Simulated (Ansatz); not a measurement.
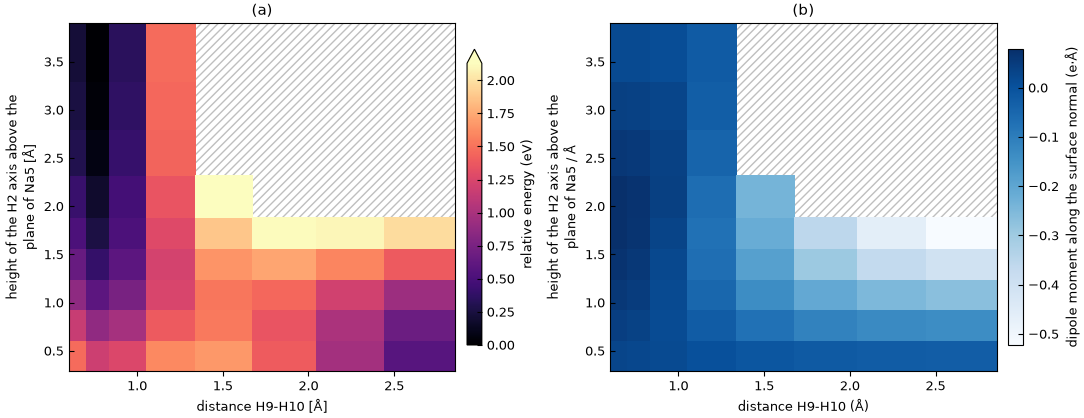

H₂ on a Na(110) slab cut from the Im-3m phase, its upper half relaxed before the scan (8 atoms of substrate and one adsorbate in a 2 × 2 cell). 
- H2 lies flat over one site of a rigid substrate while its bond length and height are varied; it sits over a bridge site, heights counted from the top plane, its axis along the first surface vector.
- The first coordinate is: distance H9-H10; the second: height of the H2 axis above the plane of Na5.
- The scan uses an 8 × 9 grid. At 15 points there is no value (left out: too close to the surface, or the stretched molecule far from it).
- Points are written as (first, second).
- All energies are given in eV relative to the lowest grid point.
- Level of theory: DFT PBE, scalar-relativistic, plane waves, PAW in Ansatz. Settings: cutoff 420 eV, k-mesh 4×4×1, gaussian smearing 0.1 eV, no spin polarisation.

Panel (a) is the energy and panel (b) the computed dipole moment along the surface normal on the same grid.

Drawn: one coloured cell a grid point, one colour for all values above the top of the scale, hatched blanks where no value was computed.

> How does the dipole moment along the surface normal vary over the map, and what is it at the lowest grid point?

Leaving out the highest fifth of the energies, it runs from −0.40 e·Å at (2.650 Å, 1.41 Å) to 0.08 e·Å at (0.650 Å, 2.05 Å). At the lowest grid point, (0.750 Å, 3.60 Å), it is 0.02 e·Å. That point lies on the edge of the scan.
